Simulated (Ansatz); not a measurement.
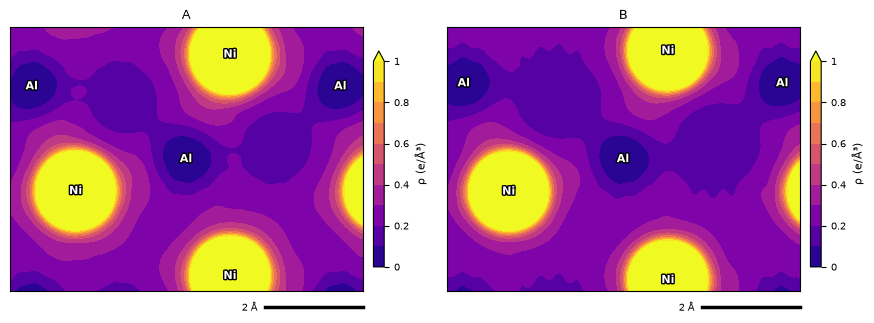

Al$_{3}$Ni. The valence charge density (pseudo) of two cells that differ in size, on the (010) plane of each (indices in the axes of the calculation cell), at one length scale and on one colour scale: B has 13.9 Å³ an atom and A 12.6.

Space group Pnma; a structure from a database of computed crystals, not necessarily the ambient phase; computed without spin polarisation.

Computed with DFT r2SCAN, scalar-relativistic, plane waves, PAW (Ansatz).

Core electrons are frozen (PAW), and the valence fields are smoothed inside the atomic spheres.

The larger cell:

```xyz
16
Lattice="6.5314 0.0000 0.0000 0.0000 7.2361 0.0000 0.0000 0.0000 4.7015" Properties=species:S:1:pos:R:3 pbc="T T T"
Al    0.0692    1.8090    4.3042
Al    1.1176    3.2060    1.7274
Al    1.1176    0.4120    1.7274
Al    2.1481    4.0300    4.0782
Al    4.3833    3.2060    0.6233
Al    5.4138    6.8240    2.9741
Al    4.3833    0.4120    0.6233
Al    5.4138    4.0300    2.9741
Al    2.1481    6.8240    4.0782
Al    3.3349    1.8090    2.7480
Al    6.4622    5.4270    0.3973
Al    3.1965    5.4270    1.9535
Ni    5.6866    1.8090    2.0831
Ni    2.4209    1.8090    0.2677
Ni    0.8448    5.4270    2.6184
Ni    4.1105    5.4270    4.4339
```

The smaller cell: a = 6.330 Å, b = 7.011 Å, c = 4.542 Å, α = 90.00°, β = 90.00°, γ = 90.00°.

Question: What does the compression do to the bonding and the properties?

Answer: From the larger cell to the smaller, Al–Ni goes from 2.40 to 2.32 Å, and the density at its midpoint from 0.37 to 0.41 e/Å³; the pressure goes from 4.1 to 21 GPa.
